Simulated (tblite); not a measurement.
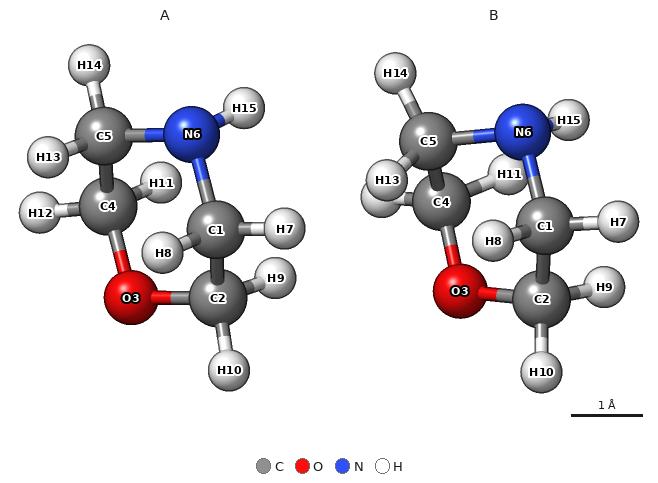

Two geometries of C₄H₉NO, drawn at one scale. One is the start of a relaxation, the other its converged end. The picture is a ball-and-stick view, seen from a free direction.

Method: GFN2-xTB geometry optimisation, gas phase (tblite). 

**Which one is relaxed?**

Structure A is the relaxed one. Over 50 geometry steps the energy falls by 12.4 kcal/mol. The largest moves after the best rigid fit, 0.39 Å, are those of H11, H14 and H15. By element the largest moves are H 0.39 Å, N 0.13 Å, C 0.12 Å, O 0.11 Å. Near-neighbour distances that change, for instance: O3–C4 1.365 → 1.412 Å, N6–H15 1.050 → 1.018 Å, C4–H11 1.128 → 1.103 Å, C1–C2 1.509 → 1.534 Å. Among the angles between lasting bonds that change: O3–C4–H12 113.5° → 106.1°, C4–C5–N6 105.0° → 111.8°, C5–C4–H11 104.0° → 109.5°. Groups turn about C4–C5 by about 25°, C5–N6 by about 20°.
